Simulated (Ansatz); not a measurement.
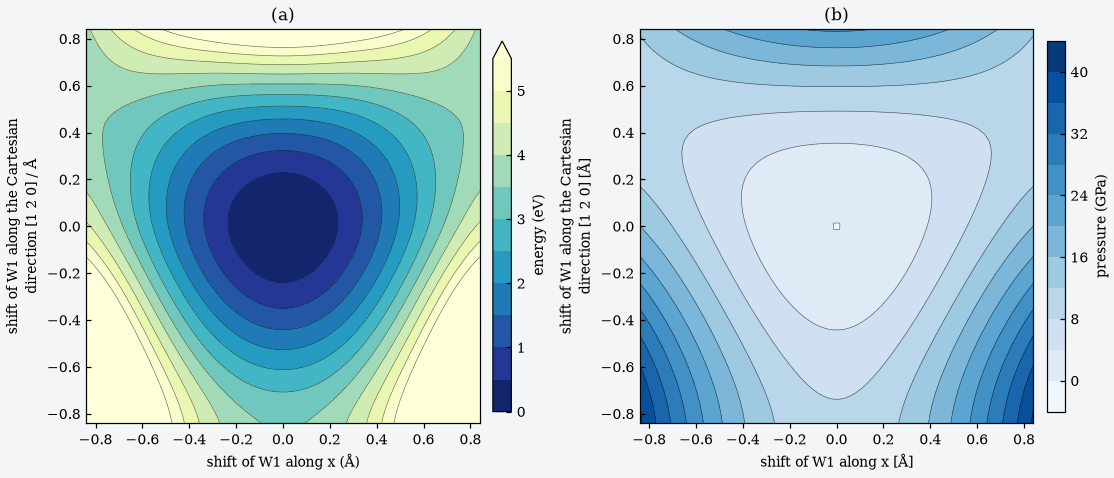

WSe₂ (P6_3/mmc, No. 194; 6 atoms in the cell). One atom moved over a plane, all else fixed (x along [1 0 0], y along [1 2 0], z along [0 0 1] of the conventional cell). First axis: shift of W1 along x. Second axis: shift of W1 along the Cartesian direction [1 2 0]. Nothing is relaxed (all other atoms fixed). The grid has 7 × 7 points; 28 points were computed and 21 follow by symmetry. Points are written as (first, second). Energies are in eV per cell, from the lowest grid point. The band gap closes in part of the range. Theory: Ansatz 0.2.0, DFT PBE+D3(BJ), scalar-relativistic, plane waves, PAW. Settings: cutoff 420 eV, k-mesh 9×9×2 in the order of the run's cell vectors, gaussian smearing 0.05 eV, no spin polarisation.

Panel (a) is the energy; panel (b) is the computed pressure, in GPa.

Drawn: filled contours, one colour for all values above the top of the scale. Between grid points the surface is interpolated.

### How does the pressure vary over the map, and what is it at the lowest grid point?

It runs from 0.0 GPa at (0.00 Å, 0.00 Å) to 40.6 GPa at (−0.84 Å, −0.84 Å). At the lowest grid point, (0.00 Å, 0.00 Å), it is 0.0 GPa.

PAW datasets: the set soft_1.
